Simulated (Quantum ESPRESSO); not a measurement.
System: HfN.

The calculation's input:

```
&CONTROL
  calculation = 'scf'
  prefix = 'pwscf'
  outdir = './tmp'
  pseudo_dir = './pseudo'
  tprnfor = .true.
  tstress = .true.
  disk_io = 'low'
/
&SYSTEM
  ibrav = 0
  A = 3.63045708
  nat = 4
  ntyp = 2
  ecutwfc = 45
  ecutrho = 360
  nbnd = 25
  input_dft = 'blyp'
  occupations = 'smearing'
  smearing = 'mv'
  degauss = 0.00367493
  vdw_corr = 'grimme-d3'
  dftd3_version = 5
/
&ELECTRONS
  conv_thr = 8d-10
  electron_maxstep = 120
  mixing_beta = 0.5
/
ATOMIC_SPECIES
Hf   178.4900 hf_pbesol_v1.uspp.F.UPF
N     14.0070 n_pbesol_v1.2.uspp.F.UPF
CELL_PARAMETERS alat
  -0.0517484729   -0.6613034770   -0.7483313479
  -0.1178673430    0.5223107692   -0.6093386401
   1.2385318049   -0.0661188701    0.1696158187
ATOMIC_POSITIONS alat
Hf     0.5436009350   -0.1001998653   -0.5898448328
Hf     1.1087205845    0.4553367624   -0.4400681911
N     -0.0815775524   -0.0662440005   -0.6826675169
N      0.5009691278    0.4844981879   -0.5245350991
K_POINTS automatic
8 9 6 0 0 0
```

Command:

```sh
OMP_NUM_THREADS=1 pw.x -in pw.in > pw.out
OMP_NUM_THREADS=1 pp.x -in pp_density.in > pp_density.out
OMP_NUM_THREADS=1 pp.x -in pp_potential.in > pp_potential.out
OMP_NUM_THREADS=1 pp.x -in pp_potential_ks.in > pp_potential_ks.out
```

Below, planes, directions and counts refer to the conventional cell (a = 2.94 Å, b = 3.63 Å, c = 4.54 Å, α = 83.24°, β = 73.77°, γ = 81.73°).

Space group P1; not relaxed (largest force 1.1 eV/Å); computed pressure about 9 GPa in this cell.

These are results of Kohn-Sham DFT of a periodic cell, BLYP with D3M, GBRV 1.5 PBEsol in Quantum ESPRESSO, not measurements.

**Predict the valence pseudo-density between the atoms.**

Hf–Hf (2.89 Å): ρ is about 0.25 e/Å³ halfway.
Hf–N (2.25 Å): ρ is about 0.48 e/Å³ halfway.
Hf–N (2.30 Å): the density is about 0.43 e/Å³ at the midpoint.
Hf–N (2.47 Å): the density is about 0.3 e/Å³ at the midpoint.

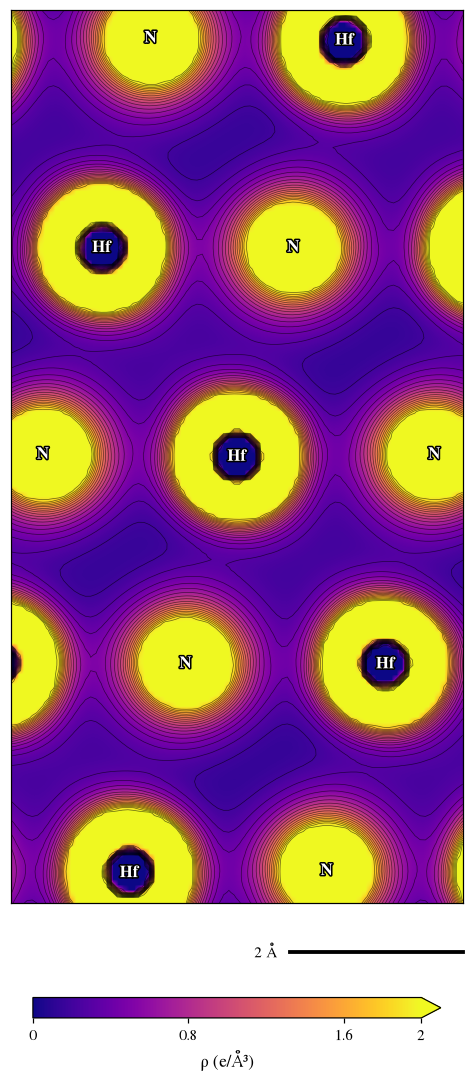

Computed valence pseudo-density on the (11̄0) plane of the conventional cell. 

In a pseudopotential calculation such maps are meaningful between the atoms, not at the nuclei.
